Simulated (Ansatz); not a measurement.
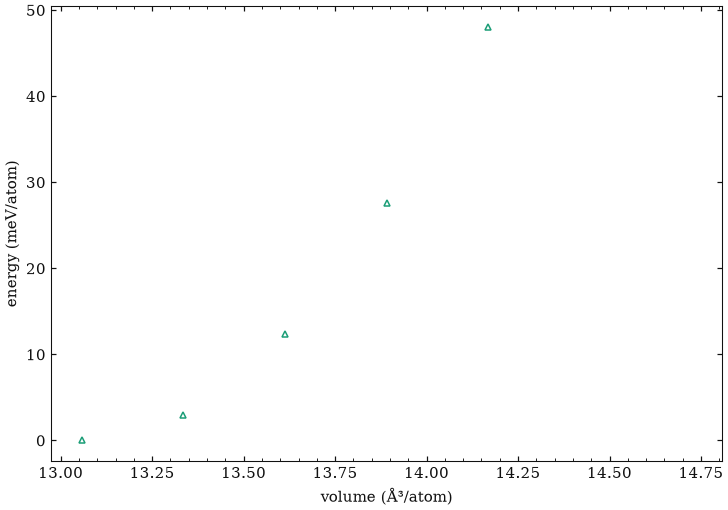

The plot gives the computed energy against volume for V, space group Im-3m (No. 229).

Cell as given: a = 2.623 Å, b = 2.623 Å, c = 2.623 Å, α = 109.47°, β = 109.47°, γ = 109.47°; 1 atom.

How it was computed, with Ansatz 0.2.0: plane-wave DFT, collinear spins; energies at scaled volumes of the given cell, shape and fractions fixed, counted from the fit's minimum, third-order Birch-Murnaghan fit. Level: r2SCAN with D3(BJ), collinear spin.

| setting | value |
| --- | --- |
| k mesh | 12×12×12 |
| occupations | Fermi–Dirac |
| smearing width | 0.05 eV |
| potentials | Ansatz PAW |
| wave cutoff | 500 eV |
| density cutoff | 2000 eV |

The points at volume 14.45 Å³/atom and 14.72 Å³/atom are left out of the plot. What values does the calculation give there?

```tsv
volume (Å³/atom)	energy (meV/atom)
14.45	73
14.72	103
```

Caveats: the fit and the printed pressures don't fully agree, or the minimum lies near the end of the range; state may lie high.
